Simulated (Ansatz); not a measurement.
**Ti: density, localisation and related maps**

The calculation's input:

```
crystal:
  lattice:
    - [2.7597794399, 0.0, 0.0]
    - [0.0, 2.7597794399, 0.0]
    - [0.0, 0.0, 2.7597794399]
  atoms:
    - { symbol: Ti, position: [0.0, 0.0, 0.0], spin: 1.271 }
hamiltonian:
  xc: r2scan
  pseudopotentials:
    kind: paw
    azcp:
      Ti: "pseudopotentials/Ti.paw.azcp"
basis:
  ecutwfc: 500
  fft_grid_basis: typed
kpoints:
  mp_grid: { grid: [19, 19, 19], shift: [0, 0, 0] }
magnetization:
  spin_polarized: true
scf:
  occupations: { method: fermi_dirac, width: 0.05 }
output:
  stress: true
  write_density: true
  write_potential: true
  elf: true
  volumetric_format: npy
```

Below, planes, directions and counts refer to the conventional cell (a = 2.76 Å, b = 2.76 Å, c = 2.76 Å, α = 90.00°, β = 90.00°, γ = 90.00°).

Space group Pm-3m; set up as Ti, simple cubic; a generated structure, not necessarily the stable one; changed on purpose from its base cell (volume × 1.08); computed pressure about −4 GPa in this cell; spin-polarised.

Theory: Ansatz, DFT, r2SCAN, plane waves (500 eV) with PAW, scalar-relativistic.

The density is the valence pseudo-density of a PAW calculation; it isn't the true density close to the nuclei.

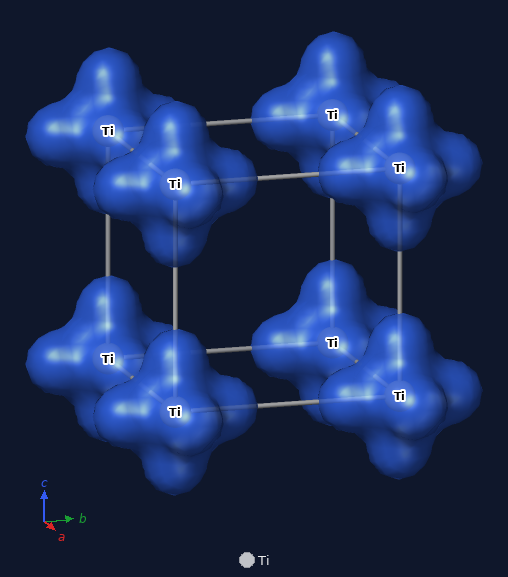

Figure 1. Isosurfaces of the magnetisation density (up minus down) at +0.2 (blue) and −0.2 e/Å³ (red), seen slightly off an axis. Sticks mark near contacts.

Question: Which atoms carry the moments, and with what signs?

Answer: The spin density sits on Ti: +1.3 μB in one cell of 1 atoms: parallel moments, as they must be, since the calculation's own cell holds one magnetic site. The cell of the calculation (1 atoms) carries 1.7 μB of net spin moment. Only one sign reaches the isovalue.

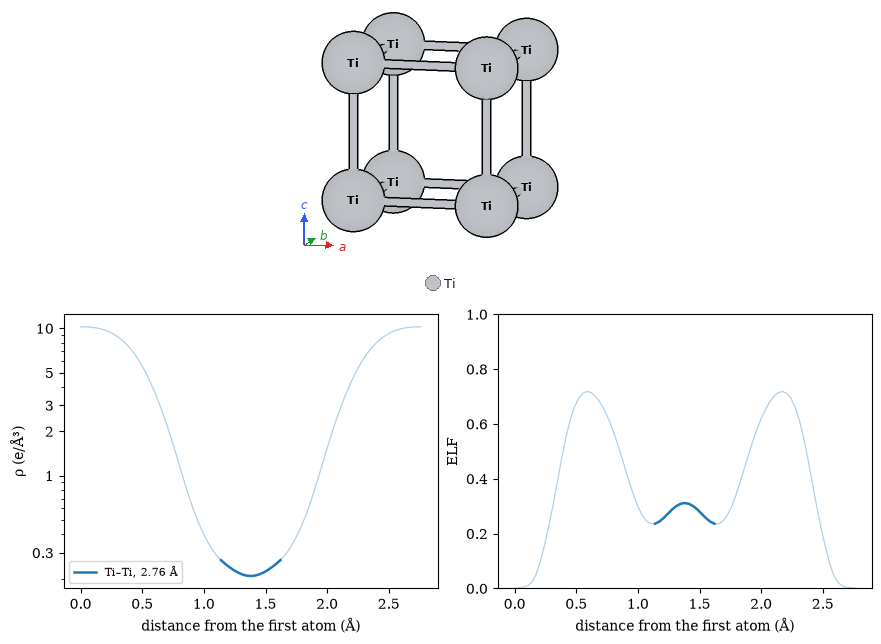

Figure 2. Valence electron density and ELF along straight lines between neighbouring atoms. Thin, pale parts lie inside the atomic spheres. The structure is drawn too.

Question: What can be read from the curves?

Answer: Ti–Ti (2.76 Å): the density is about 0.21 e/Å³ at the midpoint; the ELF is about 0.30 at the midpoint.

Question: Does the calculation give a band gap?

Answer: It is gapless in this calculation (a metal or semimetal).
